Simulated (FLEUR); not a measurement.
## A series of single points on Te

System: Te (P3₁21, 3 atoms in the cell).
Method: Kohn-Sham DFT of a periodic cell, PBEsol, all-electron, no spin polarisation (FLEUR MaX-R8.1 (later development tree)).

The 7 runs differ only in the geometry, by an even scaling of the cell at fixed fractional positions. The structure derives from an entry of the Crystallography Open Database.

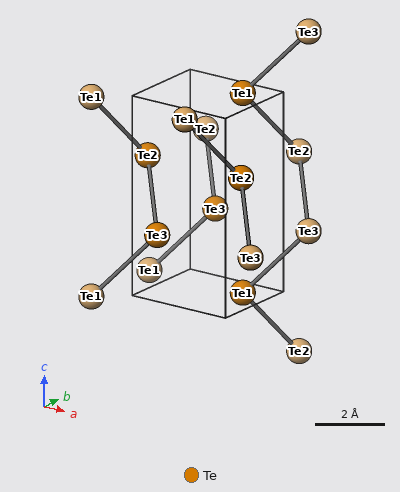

Figure 1. The structure of run 4 (ball-and-stick view of the cell of the calculation, seen slightly off an axis; neighbours outside the cell are drawn fainter; atoms are numbered from 1 in the order of the input). An atom can appear more than once, as a periodic image.

### Input of run 4
```
<?xml version="1.0" encoding="UTF-8" standalone="no"?>
<fleurInput fleurInputVersion="0.39">
   <comment>
      Te                                                                                                  
   </comment>
   <calculationSetup>
      <cutoffs Kmax="4.1" Gmax="12.7" GmaxXC="12.7" numbands="0"/>
      <scfLoop itmax="60" minDistance="0.00001" maxIterBroyd="15" imix="Anderson" alpha="0.05" precondParam="0.0" spinf="2.0" sdNocoIR="T"/>
      <coreElectrons ctail="T" frcor="F" kcrel="0" coretail_lmax="0"/>
      <xcFunctional name="PBEs" relativisticCorrections="F"/>
      <magnetism jspins="1"/>
      <soc l_soc="F" theta="0.0" phi="0.0" spav="F"/>
      <expertModes spex="0" secvar="F"/>
      <geometryOptimization l_f="T" forcealpha="1.0" forcemix="BFGS" epsdisp="0.0005" epsforce="0.0002"/>
      <ldaU l_linMix="F" mixParam="0.05" spinf="1.0"/>
   </calculationSetup>
   <cell>
      <bzIntegration valenceElectrons="66.0" mode="hist" fermiSmearingEnergy="0.00183747">
         <kPointListSelection listName="default-1"/>
         <!-- k-points included here -->
         <xi:include xmlns:xi="http://www.w3.org/2001/XInclude" href="kpts.xml"> </xi:include>
      </bzIntegration>
      <!-- symmetry operations included here -->
      <xi:include xmlns:xi="http://www.w3.org/2001/XInclude" href="sym.xml"> </xi:include>
      <bulkLattice scale="1.0">
         <bravaisMatrix>
            <row-1>    8.4168401589683999     0.0000000000000000     0.0000000000000000</row-1>
            <row-2>   -4.2084200794841999     7.2891973973430435     0.0000000000000000</row-2>
            <row-3>    0.0000000000000000     0.0000000000000000    11.1947375621304008</row-3>
         </bravaisMatrix>
      </bulkLattice>
   </cell>
   <atomSpecies>
      <species name="Tellurium (Te)" element="Te" atomicNumber="52">
         <mtSphere radius="2.43" gridPoints="829" logIncrement="0.016"/>
         <atomicCutoffs lmax="10" lnonsphr="10"/>
         <electronConfig flipSpins="F">
            <coreConfig>(1s1/2) (2s1/2) (2p1/2) (2p3/2) (3s1/2) (3p1/2) (3p3/2) (4s1/2) (3d3/2) (3d5/2)</coreConfig>
            <valenceConfig>(4p1/2) (4p3/2) (5s1/2) (4d3/2) (4d5/2) (5p1/2) (5p3/2)</valenceConfig>
            <stateOccupation state="(5p1/2)" spinUp="0.666667" spinDown="0.666667"/>
            <stateOccupation state="(5p3/2)" spinUp="1.333333" spinDown="1.333333"/>
         </electronConfig>
         <energyParameters s="5" p="5" d="5" f="4"/>
         <lo type="SCLO" l="1" n="4" eDeriv="0"/>
         <lo type="SCLO" l="1" n="4" eDeriv="1"/>
         <lo type="SCLO" l="2" n="4" eDeriv="0"/>
         <lo type="SCLO" l="2" n="4" eDeriv="1"/>
         <lo type="SCLO" l="0" n="5" eDeriv="2"/>
         <lo type="SCLO" l="3" n="4" eDeriv="2"/>
      </species>
   </atomSpecies>
   <atomGroups>
      <atomGroup species="Tellurium (Te)">
         <relPos label="                   1">-.2690000000 -.2690000000 .0000000000</relPos>
         <relPos label="                   2">.0000000000 .2690000000 -1.000/3.000</relPos>
         <relPos label="                   3">.2690000000 .0000000000 1.000/3.000</relPos>
         <force calculate="T" relaxXYZ="TTT"/>
      </atomGroup>
   </atomGroups>
   <output dos="F" band="F" slice="F">
      <checks vchk="F" cdinf="F"/>
      <bandDOS minEnergy="-.5*Htr" maxEnergy="0.5*Htr" sigma="0.015" storeEVData="T"/>
      <vacuumDOS vacdos="F" integ="F" star="F" nstars="0" locx1="0.0" locy1="0.0" locx2="0.0" locy2="0.0" nstm="0" tworkf="0.0"/>
      <unfoldingBand unfoldBand="F" supercellX="1" supercellY="1" supercellZ="1"/>
      <plotting iplot="0" polar="F">
         <plot TwoD="T" vec1="  1.0  0.0  0.0" vec2="  0.0  1.0  0.0" vec3="  0.0  0.0  1.0" zero="  0.0  0.0  0.0" file="plot"/>
      </plotting>
      <chargeDensitySlicing numkpt="0" minEigenval="0.0" maxEigenval="0.0" nnne="0" pallst="F"/>
      <specialOutput eonly="F"/>
      <moessbauerParams electricFieldGradient="T" isomerShift="T" coreHyperfine="T" valenceHyperfine="T"/>
      <magneticCircularDichroism mcd="F" energyLo="-10.0" energyUp="0.0"/>
   </output>
  <!-- We include the file relax.xml here to enable relaxations (see documentation) -->
  <xi:include xmlns:xi="http://www.w3.org/2001/XInclude" href="relax.xml"> <xi:fallback/> </xi:include>
</fleurInput>
```

Command:
```bash
inpgen -f crystal.txt -profile fastHighL; mpirun -n 4 fleur_MPI -pe_per_kpt 1
```

Run 6 has the same physical settings and fractional positions; its lattice vectors (Å) are:
```
   4.512612    0.000000    0.000000
  -2.256306    3.908037    0.000000
   0.000000    0.000000    6.001956
```

### Results, with one run withheld

```tsv
run	volume per atom (Å³)	free energy per atom, from the lowest run given (meV)	gap on the mesh (eV)
1	31.890	10.22	0.57
2	32.568	2.59	0.58
3	33.247	0.00	0.59
4	33.925	1.95	0.59
5	34.604	7.87	0.60
6	35.282	?	?
7	35.961	30.01	0.60
```

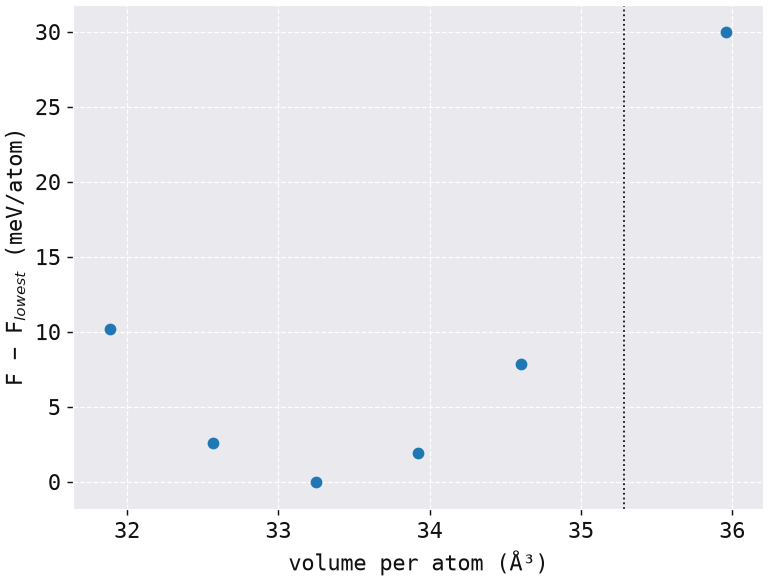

Figure 2. Free energy per atom of the runs given; the dotted line marks run 6.

What should run 6 give?

A cubic polynomial in V^(−2/3) (the Birch–Murnaghan form), fitted to the 6 runs given, misses them by at most 0.01 meV per atom. With x = V^(−2/3) − 0.09593 Å⁻², it reads F = 0.67083 − 1852.5 x + 1.2839e+06 x² + 5.3337e+06 x³ (meV per atom). At run 6 it gives 17.35 meV per atom, and the run itself gives 17.36. The fit has its minimum at 33.282 Å³ per atom, where V d²F/dV² gives 51.8 GPa. Cell shape and fractional positions are held, so this is the stiffness under even scaling; the relaxed bulk modulus wasn't computed and can be far lower in a crystal of layers, chains or molecules like this one. The gap on the mesh goes, without turning, from 0.57 eV in run 1 to 0.60 eV in run 7; run 6 has 0.60 eV. These are gaps of this functional on this mesh, which can miss the band edges; they aren't the measured gap.

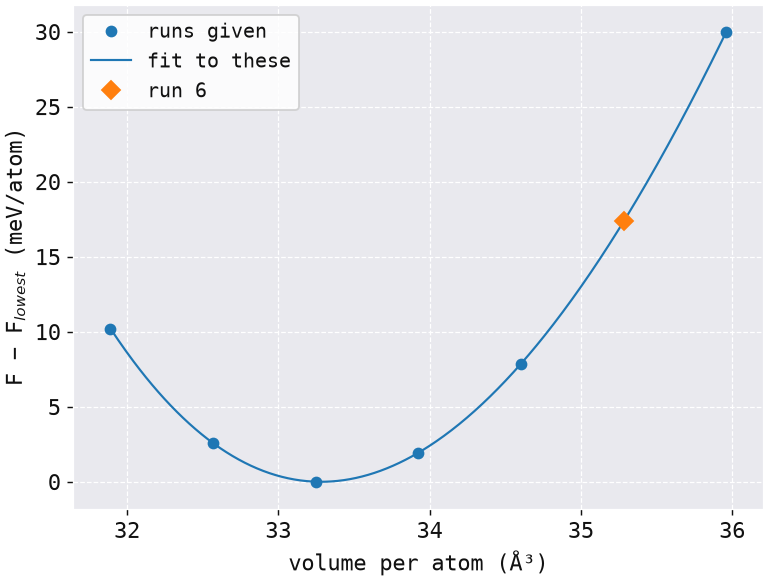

Figure 3. The fit and the withheld run.

### Output (run 6)
```
Welcome to FLEUR        (www.flapw.de)
      MaX-Release 8.1          (www.max-centre.eu)

 ========== k-point set info ==========
 Selected k-point list: default-1
 k-point list type: mesh
 7 x 7 x 5
 Number of k points: 32

 ------------Calculation Setup---------------------------
 Number of MPI-tasks      :            4
 Number of PE/node        :            4
 Number of OMP-threads    :            1
 Using exactly            1  PE per kpt
 k-points in parallel     :            4
 pe's per k-point         :            1
 No of k-point loops      :            8
 Using exactly            1  PE per kpt
 Using exactly            1  PE per kpt
 Using exactly            1  PE per kpt
 Eigenvalue solver        :       lapack
 Number of basis functions:          981
 Approximate size of matrices (H+S) per k-point:         0.029 GB
 --------------------------------------------------------

 Iteration:     1   Distance:       5.09475866 me/bohr^3

 Iteration:     2   Distance:       4.77990062 me/bohr^3

 Iteration:     3   Distance:       1.22594487 me/bohr^3

 Iteration:     4   Distance:       0.21034533 me/bohr^3

 Iteration:     5   Distance:       0.17996608 me/bohr^3

 Iteration:     6   Distance:       0.05173995 me/bohr^3

 Iteration:     7   Distance:       0.00569326 me/bohr^3

 Iteration:     8   Distance:       0.00498353 me/bohr^3

 Iteration:     9   Distance:       0.00066823 me/bohr^3

 Iteration:    10   Distance:       0.00009849 me/bohr^3

 Iteration:    11   Distance:       0.00008489 me/bohr^3

 Iteration:    12   Distance:       0.00001098 me/bohr^3

 Iteration:    13   Distance:       0.00000174 me/bohr^3

 ********************************************************************
 Run finished successfully
 Stop message:
   all done
 ********************************************************************
```
